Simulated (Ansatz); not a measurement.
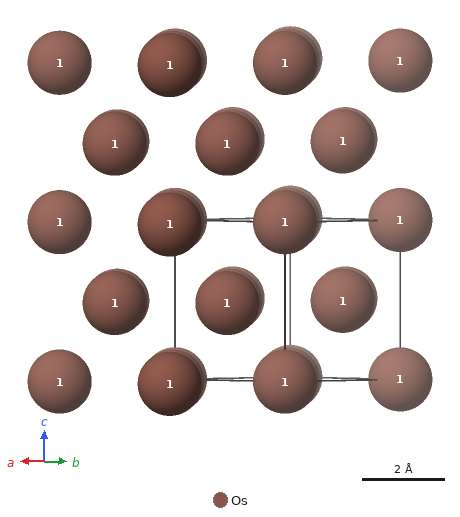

The starting point is a crystal of Os (set up in Fm-3m). A spheres-only model of the conventional cell (4 times the calculation's cell), repeated 2 × 1 × 2 with one cell outlined, seen from a free direction. Lengths and directions refer to the drawn axes.

All numbers below come from Ansatz 0.2.0, DFT, PBEsol, all-electron PAW with datasets made for the crystal, scalar-relativistic. (plane-wave cutoff 300 eV; k-point mesh 14 × 14 × 14; occupations fermi dirac; smearing width 0.03 eV; no spin polarisation)

Now this is done to it. The cell is strained by −1.0 % along c and none across it (volume −1.0 %), the atoms keeping their fractional coordinates. No relaxation follows.

> Predict the response.

It lowers the energy by 16.1 meV per atom. The pressure goes from −19.9 to −16.6 GPa. The principal stresses (compression positive) are −14.9 GPa along c and −17.4 GPa across it. All forces vanish by symmetry. Among the bonded contacts that change: Os–Os 2.751 → 2.737 to 2.751 Å. The space group (tolerance 0.01 Å) goes from Fm-3m (No. 225) to I4/mmm (No. 139).
